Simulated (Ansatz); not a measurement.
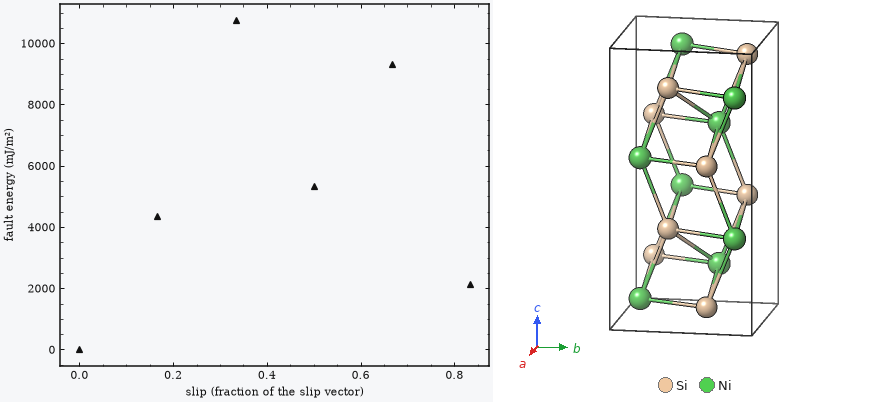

The figure shows the fault energy against slip for SiNi, space group P2_13 (No. 198). The cell is drawn beside the plot.

Structure:
```xyz
16
Lattice="0.0000 -4.4680 0.0000 0.0000 0.0000 -4.4680 8.9360 0.0000 0.0000" Properties=species:S:1:pos:R:3 pbc="T T T"
Si    1.5480   -0.6860   -0.6860
Si    6.0160   -0.6860   -0.6860
Si    0.6860   -3.7820   -2.9200
Si    5.1540   -3.7820   -2.9200
Si    8.2500   -1.5480   -3.7820
Si    3.7820   -1.5480   -3.7820
Si    7.3880   -2.9200   -1.5480
Si    2.9200   -2.9200   -1.5480
Ni    7.3677   -3.8023   -3.8023
Ni    2.8997   -3.8023   -3.8023
Ni    8.2703   -0.6657   -1.5683
Ni    3.8023   -0.6657   -1.5683
Ni    0.6657   -2.8997   -0.6657
Ni    5.1337   -2.8997   -0.6657
Ni    1.5683   -1.5683   -2.8997
Ni    6.0363   -1.5683   -2.8997
```

Computed with Ansatz 0.2.0: rigid slide of a crystal across a plane by tilting cell vector c, one fault a cell, unrelaxed, by plane-wave density functional theory with PAW datasets, free energies less that of the undisturbed cell; scalar-relativistic. Level: PBEsol, no spin polarisation.

- wave cutoff: 420 eV
- k mesh: 9×9×5
- occupations: Gaussian
- smearing width: 0.15 eV
- k shift: (0, 0, 0) (mesh steps)
- start: relaxed
- height of the cut: 0 (fraction of cell vector c)
- slip vector: (1, -1) (multiples of cell vectors a and b)

From this curve and the settings, what does the calculation give for the shear traction at the same points?

The shear traction goes from 0 GPa at slip 0.0000 to −49 GPa at 0.8333, not monotonically, with a high of 98 GPa at 0.1667 and a low of −58 GPa at 0.3333.

```tsv
slip (fraction of the slip vector)	shear traction (GPa)
0.0000	0
0.1667	98
0.3333	-58
0.5000	31
0.6667	-31
0.8333	-49
```

Caveats: atoms far too close at some points of the scan; no spin polarisation, a magnetic state may lie lower.
